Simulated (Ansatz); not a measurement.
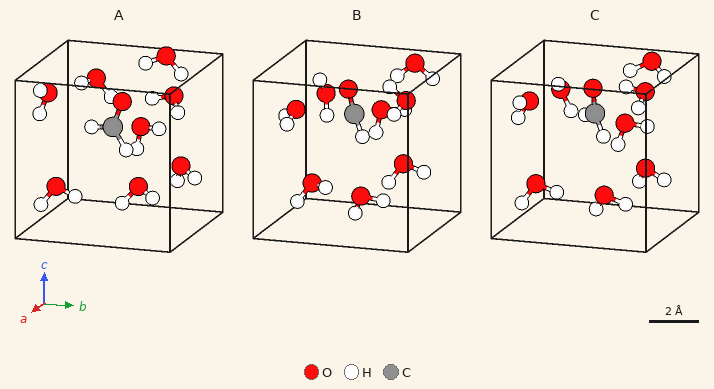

3 geometries from one relaxation of an amorphous cell of composition H₁₈CO₉, in shuffled order. Style: ball-and-stick. Shown: the cell of the calculation, slightly off an axis.

The cell holds 8 H2O + 1 H2CO. The run prepares the start of a later molecular dynamics calculation, from a guessed geometry.

These are results of DFT r2SCAN, scalar-relativistic, plane waves, PAW in Ansatz 0.2.0, not measurements. (plane-wave cutoff 500 eV; k-point mesh 1 × 1 × 1; occupations fermi dirac; smearing width 0.05 eV; no spin polarisation; atoms relaxed in a fixed cell; force threshold 0.3 eV/Å; at most 15 steps)

Question: Put them in the order of the run, from the start to the converged end.

Answer: B, C, A. They are steps 0, 6, 12, at +3.888 eV per cell of the calculation, +1.262 eV per cell of the calculation relative to the last. The largest move is that of an H atom, 1.49 Å along [−1 −1 2]. By element the largest moves are H 1.49 Å, O 1.07 Å, C 0.55 Å. The cell stays as it was. Near-neighbour distances that change, for instance: H–O 0.969 → 0.985 Å, H–O 0.969 → 0.962 Å, C–O 1.220 → 1.214 Å. Bond angles that change, for instance: H–O–H 104.0° → 110.4°, H–C–H 115.7° → 118.5°. The energy falls by 3.888 eV per cell of the calculation in 12 geometry steps. Largest force component: 1.4 eV/Å at the start, 0.3 eV/Å at the end.

Limits of the set-up: the periodic images lie only 6.7 Å apart, so the values are limited by the cell's size.
